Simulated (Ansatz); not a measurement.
# Geometry relaxation of C (part 2 of 2)

Continued. System: C (slab, 10 atoms in the cell). Method: DFT PBE, scalar-relativistic, plane waves, PAW, PAW set soft_1, no spin polarisation (Ansatz 0.2.0); cutoff 420 eV, 10×8×1 k-mesh, Gaussian smearing of 0.05 eV. The structure derives from an entry of the Crystallography Open Database. The input holds or restrains some coordinates. Forces given for the steps count only the free coordinates.

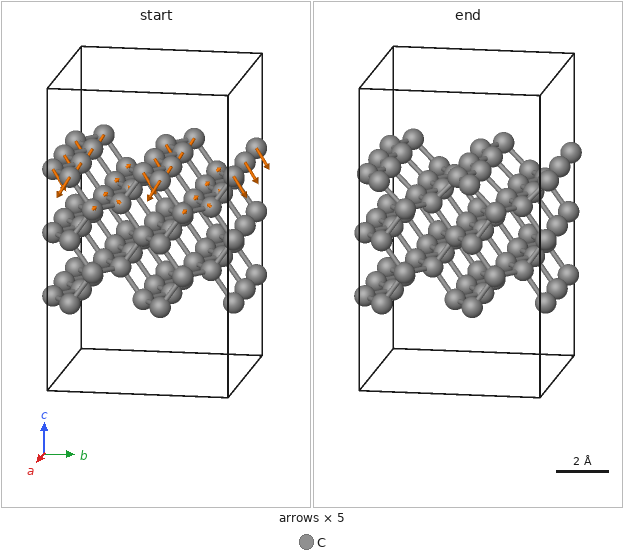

Before (left) and after (right) the restrained relaxation, at one scale (ball-and-stick view of the 3 × 2 repeat of the cell, with the vacuum cut short, seen slightly off an axis). The orange arrows give the displacements, magnified 5 times. The energy falls by 0.859 eV per cell of the calculation in 5 geometry steps. Largest force component: 4.4 eV/Å at the start, 0.0089 eV/Å at the end. The largest moves, 0.20 Å, are those of C9 and C10. The lattice vectors keep their values. Distances before and after: C9–C10 1.547 → 1.435 Å, C7–C10 1.547 → 1.481 Å, C5–C8 1.547 → 1.600 Å, C7–C8 1.547 → 1.508 Å. Among the angles that change: C9–C10–C9 109.5° → 123.2°, C6–C7–C10 109.5° → 100.0°, C8–C7–C8 109.5° → 113.8°. (Atoms are counted from 1 in the order of the input.)

```
WARN: The output density's exchange-correlation potential varies sharply where the density is thin. Do not read a vacuum level from v_tot or v_xc, or from such a field of the output density. On a cell that repeats whose density bears no net charge and no dipole along the vacuum's axis use v_es (v_loc + v_h of the components); under efield.dipole_correction with no amplitude use v_es + v_field, which holds any external_charges[].barrier, or the levels of the report's work_function block, which leave it out; under a non-zero efield.amplitude the vacuum is tilted and has no level; on a cell that repeats and bears such a dipole with no correction it is tilted too, and efield.dipole_correction with no amplitude gives each side of its ramp a level where efield: is served; in a cell that repeats whose density bears a net charge (total_charge, or a fill off its count) it is curved and has none; of a slab under crystal.periodic whose density bears no net charge use v_es, which has a level on each side, short of where the two are joined; of another it falls or rises all the way out and has none; of a slab beside external_charges read slab_vacuum_level instead, which it has where they leave it neutral. The grid or the basis barely resolves most such structure, and the values can differ between equally converged runs; as a rule a tighter scf.convergence.dr2_threshold does not remove it. Where the density itself ripples (under the LDA too) a higher basis.ecutwfc lessens it. The files hold the spikes' plane waves up to the density's cutoff. Files: v_tot_of_output_density and the like, and their columns of v_z.tsv (output.write_potential); v_xc_of_output_density and the like, and their columns of v_comp_z.tsv (output.write_potential_components). Measured: with its Gaussian average of σ = 0.25 Å subtracted twice, the exchange-correlation potential is over 0.1 eV at 8 of the grid points where the equally averaged density (valence and model cores) is under 1e-3 e/Å³, and 0.142 eV at the most among them, at an averaged density of 6.8e-8 e/Å³. The input density's (outcome.potential() and, of a run that writes arrays, v_tot and v_xc) is over 0.1 eV, so measured, at 284 points of its own thin density, 0.149 eV at the most. See output.write_potential in the manual, Limitations
SCF converged after 5 iterations
Free energy (F): -2501.411068 eV
Harris-Foulkes:  -2501.411068 eV  (|F-HF|=5.70e-8)
Internal energy: -2501.408581 eV  (E = F + TS)
E sigma→0 (E₀):  -2501.409825 eV
Entropy (-TS):   -0.002488 eV (-0.249 meV/atom)
Fermi energy:    0.623877 eV
Dipole field:    D = 0.032719 V/Å  (p = 0.031070 e·Å, saw-weighted, corrected)
Work function:   Φ+ = 5.4256 eV   Φ− = 6.0490 eV
Levels:          The Fermi level and band energies are counted from a zero that moves with the ramp; work functions are not
--- Per-component energies (eV) ---
  E_band       = -326.250367
  E_kinetic    = 882.402583
  E_local      = -23853.568462  (includes V_loc(G=0)·N_el)
  E_nonlocal   = 231.566928
  E_hartree    = 11534.440410
  E_xc         = -470.194520
  E_vxc        = -579.813930  (∫ρ·V_xc dr)
  E_paw        = -998.684129  (= ΣΔE_a)
  E_vpaw       = -75.743902  (= ΣTr[D̂ρ^β])
  E_aug_tail   = 0.000199  (compensation charges beyond the density's cutoff)
  E_efield     = 0.000508  (sawtooth field / dipole correction)
  E_vefield    = 0.039916  (∫n·V_field dr)
  E_ewald      = 10172.627902
  E_smearing   = -0.002488  (= −TS)
  E_closure    = -0.000000  (closes the sum)
  Σ components = -2501.411068   (vs F -2501.411068, Δ=0.00e0)
--- Forces (eV/Å), atoms counted from 1 ---
  atom   1  C      0.00000000     4.28701751     1.04171074
  atom   2  C      0.00000000    -4.28701751     1.04171074
  atom   3  C      0.00000000     1.05126858    -1.05003532
  atom   4  C      0.00000000    -1.05126858    -1.05003532
  atom   5  C      0.00000000     0.00178572     0.00638535
  atom   6  C      0.00000000    -0.00178572     0.00638535
  atom   7  C      0.00000000     0.00235448     0.00100511
  atom   8  C      0.00000000    -0.00235448     0.00100511
  atom   9  C      0.00000000     0.00886332     0.00102795
  atom  10  C      0.00000000    -0.00886332     0.00102795
  max |Σ_I F_I| component: 1.88e-4 eV/Å
--- Band table (eV; the first three rows and the last of 30) ---
  k-point 0: bands = ["-20.8033", "-18.9355", "-15.8980", "-13.1318", "-12.4225", "-12.1042", "-10.3890", "-8.1438", "-7.3776", "-7.0950", "-6.2262", "-5.3945", "-4.7894", "-4.3232", "-3.1908", "-2.8563", "-1.4691", "-0.7097", "-0.1914", "0.7298", "2.1193", "3.9706", "5.3063", "5.4822", "6.1502", "6.7131", "6.8190", "6.8361", "7.3888", "8.0111"]
  k-point 1: bands = ["-20.6615", "-18.7994", "-15.7965", "-14.1823", "-13.3862", "-10.7932", "-10.3625", "-8.5853", "-7.2150", "-6.2423", "-6.1006", "-5.6935", "-4.6878", "-3.8758", "-3.2937", "-2.8618", "-1.6673", "-0.5108", "-0.2577", "0.3815", "2.0230", "3.5305", "5.3066", "5.7563", "6.3224", "6.9169", "7.0887", "7.1643", "7.6137", "7.8831"]
  k-point 2: bands = ["-20.2379", "-18.3946", "-15.8353", "-15.5235", "-14.4094", "-10.7893", "-10.0840", "-8.5009", "-6.5771", "-5.7322", "-5.7152", "-5.4014", "-4.3961", "-3.4513", "-2.9417", "-2.7718", "-2.1934", "-1.1804", "-0.1991", "0.3968", "1.5639", "2.6930", "5.5096", "6.3495", "6.7868", "7.2514", "7.5439", "7.7240", "8.0395", "8.2337"]
  k-point 29: bands = ["-15.0936", "-15.0936", "-13.4658", "-13.4658", "-12.9245", "-12.9245", "-11.6316", "-11.6316", "-10.8679", "-10.8679", "-7.1039", "-7.1039", "-6.2491", "-6.2491", "-4.5078", "-4.5078", "-3.6758", "-3.6758", "0.4589", "0.4589", "1.2756", "1.2756", "8.3799", "8.3799", "9.5657", "9.5657", "9.8909", "9.8909", "10.8595", "10.8595"]
--- Relaxed structure (6 steps of the walk, 6 accepted, 0 SCFs on fresh bases) ---
  F+E_penalty+E_count = -2501.41106843 eV   max|allowed force component| = 8.863e-3 eV/Å
  atoms:
    - { symbol: C, position: [0.5, 0.0, 0.3674360832] }
    - { symbol: C, position: [0.0, 0.25, 0.3674360832] }
    - { symbol: C, position: [0.0, 0.5, 0.4337180416] }
    - { symbol: C, position: [0.5, 0.75, 0.4337180416] }
    - { symbol: C, position: [0.5, 0.0024640218474422525, 0.4996899392158296] }
    - { symbol: C, position: [1.9065093070820806e-34, 0.24753597815255776, 0.4996899392158296] }
    - { symbol: C, position: [-3.813018614164161e-34, 0.5097084369225202, 0.5678138782636893] }
    - { symbol: C, position: [0.5, 0.7402915630774798, 0.5678138782636893] }
    - { symbol: C, position: [0.5, 0.029493192515454642, 0.6235411966167014] }
    - { symbol: C, position: [-6.100829782662658e-34, 0.22050680748454535, 0.6235411966167014] }
```

Trajectory as extended XYZ (Å, eV, eV/Å), 6 frames, from step=1 to step=6:
```
10
Lattice="2.5255 0.0000 0.0000 0.0000 3.5715 0.0000 0.0000 0.0000 19.0509" Properties=species:S:1:pos:R:3:forces:R:3 step=1 energy=-2500.55180
C     1.2627    0.0000    7.0000    0.0000   4.4105   1.1541
C     0.0000    0.8929    7.0000    0.0000  -4.4105   1.1541
C     0.0000    1.7858    8.2627    0.0000   1.0353  -1.1179
C     1.2627    2.6787    8.2627    0.0000  -1.0353  -1.1179
C     1.2627    0.0000    9.5255    0.0000   0.7750   0.0000
C     0.0000    0.8929    9.5255    0.0000  -0.7750   0.0000
C     0.0000    1.7858   10.7882    0.0000   1.0353   1.1179
C     1.2627    2.6787   10.7882    0.0000  -1.0353   1.1179
C     1.2627    0.0000   12.0509    0.0000   4.4105  -1.1541
C     0.0000    0.8929   12.0509    0.0000  -4.4105  -1.1541
10
Lattice="2.5255 0.0000 0.0000 0.0000 3.5715 0.0000 0.0000 0.0000 19.0509" Properties=species:S:1:pos:R:3:forces:R:3 step=2 energy=-2501.17653
C     1.2627    0.0000    7.0000    0.0000   4.3197   1.0828
C     0.0000    0.8929    7.0000    0.0000  -4.3197   1.0828
C     0.0000    1.7858    8.2627    0.0000   1.0156  -1.1213
C     1.2627    2.6787    8.2627    0.0000  -1.0156  -1.1213
C     1.2627    0.0052    9.5225    0.0000   0.4126  -0.1783
C     0.0000    0.8877    9.5225    0.0000  -0.4126  -0.1783
C     0.0000    1.7997   10.7794    0.0000   0.7786   1.1750
C     1.2627    2.6647   10.7794    0.0000  -0.7786   1.1750
C     1.2627    0.0629   11.9600    0.0000   1.9649  -0.9583
C     0.0000    0.8300   11.9600    0.0000  -1.9649  -0.9583
10
Lattice="2.5255 0.0000 0.0000 0.0000 3.5715 0.0000 0.0000 0.0000 19.0509" Properties=species:S:1:pos:R:3:forces:R:3 step=3 energy=-2501.28591
C     1.2627    0.0000    7.0000    0.0000   4.2175   1.0451
C     0.0000    0.8929    7.0000    0.0000  -4.2175   1.0451
C     0.0000    1.7858    8.2627    0.0000   1.0197  -0.8862
C     1.2627    2.6787    8.2627    0.0000  -1.0197  -0.8862
C     1.2627    0.0073    9.5296    0.0000  -0.0493  -0.2448
C     0.0000    0.8856    9.5296    0.0000   0.0493  -0.2448
C     0.0000    1.8334   10.8512    0.0000  -0.1159  -1.1071
C     1.2627    2.6311   10.8512    0.0000   0.1159  -1.1071
C     1.2627    0.1252   11.8172    0.0000  -0.5452   1.1930
C     0.0000    0.7677   11.8172    0.0000   0.5452   1.1930
10
Lattice="2.5255 0.0000 0.0000 0.0000 3.5715 0.0000 0.0000 0.0000 19.0509" Properties=species:S:1:pos:R:3:forces:R:3 step=4 energy=-2501.39503
C     1.2627    0.0000    7.0000    0.0000   4.3005   1.0149
C     0.0000    0.8929    7.0000    0.0000  -4.3005   1.0149
C     0.0000    1.7858    8.2627    0.0000   1.1357  -1.0870
C     1.2627    2.6787    8.2627    0.0000  -1.1357  -1.0870
C     1.2627    0.0130    9.5086    0.0000  -0.2194   0.4512
C     0.0000    0.8798    9.5086    0.0000   0.2194   0.4512
C     0.0000    1.8155   10.8359    0.0000   0.2472  -0.1749
C     1.2627    2.6490   10.8359    0.0000  -0.2472  -0.1749
C     1.2627    0.1048   11.9058    0.0000  -0.0323  -0.2031
C     0.0000    0.7881   11.9058    0.0000   0.0323  -0.2031
10
Lattice="2.5255 0.0000 0.0000 0.0000 3.5715 0.0000 0.0000 0.0000 19.0509" Properties=species:S:1:pos:R:3:forces:R:3 step=5 energy=-2501.41022
C     1.2627    0.0000    7.0000    0.0000   4.2863   1.0362
C     0.0000    0.8929    7.0000    0.0000  -4.2863   1.0362
C     0.0000    1.7858    8.2627    0.0000   1.0494  -1.0885
C     1.2627    2.6787    8.2627    0.0000  -1.0494  -1.0885
C     1.2627    0.0092    9.5178    0.0000  -0.0109  -0.0260
C     0.0000    0.8837    9.5178    0.0000   0.0109  -0.0260
C     0.0000    1.8219   10.8103    0.0000  -0.0948   0.0577
C     1.2627    2.6426   10.8103    0.0000   0.0948   0.0577
C     1.2627    0.1039   11.8725    0.0000   0.1073   0.0200
C     0.0000    0.7890   11.8725    0.0000  -0.1073   0.0200
10
Lattice="2.5255 0.0000 0.0000 0.0000 3.5715 0.0000 0.0000 0.0000 19.0509" Properties=species:S:1:pos:R:3:forces:R:3 step=6 energy=-2501.41107
C     1.2627    0.0000    7.0000    0.0000   4.2870   1.0417
C     0.0000    0.8929    7.0000    0.0000  -4.2870   1.0417
C     0.0000    1.7858    8.2627    0.0000   1.0513  -1.0500
C     1.2627    2.6787    8.2627    0.0000  -1.0513  -1.0500
C     1.2627    0.0088    9.5196    0.0000   0.0018   0.0064
C     0.0000    0.8841    9.5196    0.0000  -0.0018   0.0064
C     0.0000    1.8204   10.8174    0.0000   0.0024   0.0010
C     1.2627    2.6440   10.8174    0.0000  -0.0024   0.0010
C     1.2627    0.1053   11.8790    0.0000   0.0089   0.0010
C     0.0000    0.7876   11.8790    0.0000  -0.0089   0.0010
```

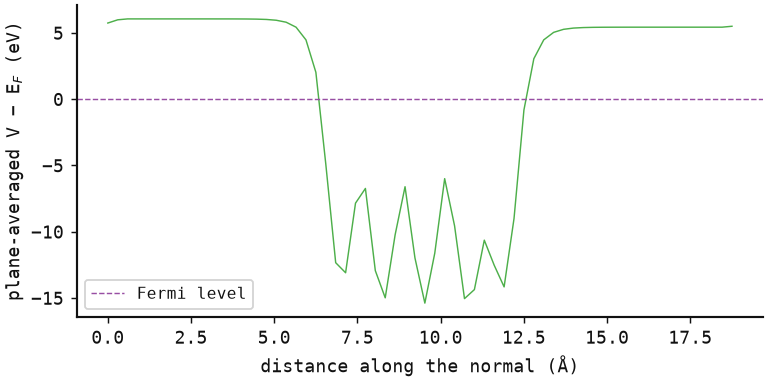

Plane average of the electrostatic potential energy of an electron across the cell, from the Fermi level. The vacuum level lies 5.43 eV above the Fermi level on the upper side and 6.05 eV on the lower.

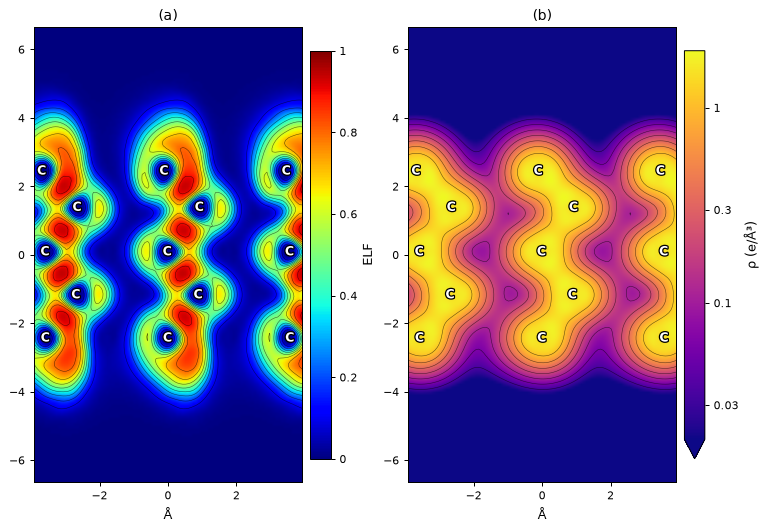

(a) ELF; (b) valence charge density (pseudo) on the (100) plane of the calculation cell, a cut from vacuum to vacuum. C–C (1.48 Å): ρ at the midpoint is about 1.8 e/Å³; the ELF peaks at about 0.95 between the atoms, as expected for localised, shared-pair bonding. C–C (1.55 Å): ρ is about 1.5 e/Å³ halfway; the ELF peaks at about 0.95 between the atoms (a covalent bond). C–C (1.60 Å): ρ is about 1.4 e/Å³ halfway; the ELF peaks at about 0.95 between the atoms, which marks a shared electron pair. The density dies away to nearly zero in the vacuum. Core electrons are frozen (PAW), so the fields are smoothed inside the atomic spheres.

This output came from the following input.

The input:
```yaml
crystal:
  lattice:
    - [2.5254662241, 0.0, 0.0]
    - [0.0, 3.5715485855, 0.0]
    - [0.0, 0.0, 19.0509324483]
  atoms:
    - { symbol: C, position: [0.5, 0.0, 0.3674360832] }
    - { symbol: C, position: [0.0, 0.25, 0.3674360832] }
    - { symbol: C, position: [0.0, 0.5, 0.4337180416] }
    - { symbol: C, position: [0.5, 0.75, 0.4337180416] }
    - { symbol: C, position: [0.5, 0.0, 0.5] }
    - { symbol: C, position: [0.0, 0.25, 0.5] }
    - { symbol: C, position: [0.0, 0.5, 0.5662819584] }
    - { symbol: C, position: [0.5, 0.75, 0.5662819584] }
    - { symbol: C, position: [0.5, 0.0, 0.6325639168] }
    - { symbol: C, position: [0.0, 0.25, 0.6325639168] }
basis:
  ecutwfc: 420
kpoints:
  mp_grid: { grid: [10, 8, 1] }
hamiltonian:
  xc: pbe
  pseudopotentials: { kind: paw, azcp: { folder: soft_1 } }
scf:
  occupations: { method: gaussian, width: 0.05 }
output:
  forces: true
  eigenvalues: true
  write_density: true
  write_potential: true
  elf: true
  volumetric_format: npy
relax:
  adjacent_minimum: "off"
  f_tol: 0.03
  max_steps: 50
  constraints: [{ sites: [0, 1, 2, 3] }]
efield:
  axis: 3
  dipole_correction: true
  ramp_width: 0.04
```

Launch command:
```bash
ansatz run input.yaml --threads 2 --pin off --max-ram 6144MiB --backend cpu --events-out ev --progress --plain --runs-dir out
```

Key numbers:

```json
{"quantity": "outcome", "value": "converged under the restraints of the input"}
{"quantity": "electrons treated", "value": "40"}
{"quantity": "free energy", "value": "−2501.4111 eV"}
{"quantity": "work function, top face", "value": "5.43 eV"}
{"quantity": "work function, bottom face", "value": "6.05 eV"}
{"quantity": "Fermi energy", "value": "0.624 eV"}
{"quantity": "gap on the k-point mesh", "value": "none (metallic)"}
{"quantity": "final volume", "value": "171.84 Å³"}
{"quantity": "work function (upper face)", "value": "5.43 eV"}
{"quantity": "largest force (length of the vector) at the end, held atoms and coordinates included", "value": "4.412 eV/Å"}
{"quantity": "hardware", "value": "2 threads of Arm Neoverse V2, 24 GiB of memory available, shared host"}
{"quantity": "wall time", "value": "50 s (CPU time 100 s)"}
{"quantity": "peak memory", "value": "0.42 GiB"}
```

Notes:

Warnings of the run: the exchange-correlation potential is rough where the density is thin.
